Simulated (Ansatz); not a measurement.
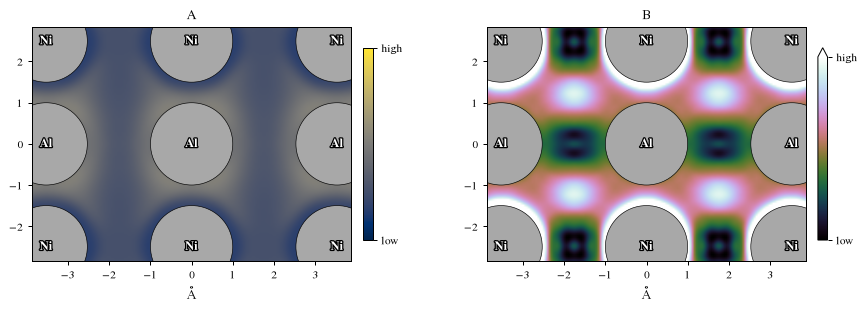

AlNi$_{3}$: 2 fields on the (110) plane of the conventional cell, with unlabelled colour scales. Grey discs cover the atomic cores.

Space group Pm-3m; a structure from a database of computed crystals, not necessarily the ambient phase; computed pressure about 7 GPa in this cell; spin-polarised.

Method: DFT, PBE, PAW with Ansatz's default frozen-core files, scalar-relativistic in Ansatz 0.2.0.

> Which field does each panel show? The fields are: electron localisation function and valence pseudo-density.

Panel A: electron localisation function. Panel B: valence pseudo-density. From the grid: Al–Ni (2.49 Å): ρ at the midpoint is about 0.3 e/Å³; the ELF is about 0.35 at the midpoint.
